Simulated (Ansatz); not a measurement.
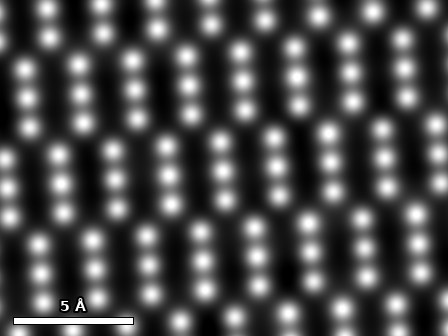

Integrated-DPC-like image of Ru (P6/mmm, No. 191). Simulated as the projected potential of neutral atoms (B = 0.8 Å²) blurred by a 0.56 Å probe, the thin-sample limit of integrated differential phase contrast. The speckle of an amorphous layer was added. Structure used: the geometry relaxed with DFT, RPBE, plane waves (420 eV) with PAW, scalar-relativistic (Ansatz 0.2.0); the starting structure was generated, so it need not be a known form of this composition.

```xyz
3
Lattice="4.2901 0.0000 0.0000 -2.1451 3.7153 0.0000 0.0000 0.0000 2.6978" Properties=species:S:1:pos:R:3 pbc="T T T"
Ru    0.0000    0.0000    0.0000
Ru    0.0000    2.4769    1.3489
Ru    2.1451    1.2384    1.3489
```

Along which zone axis is the crystal seen: [100], [001], [101] or [201]? (Directions equivalent by symmetry count as one.)

Answer. [101]. The projected cells are 2.70 × 3.72 Å, 90° for [100]; 2.48 × 2.48 Å, 120° for [001]; 2.28 × 3.89 Å, 107° for [101]; 1.29 × 1.40 Å, 117° for [201], and the image repeats as the [101] one does.
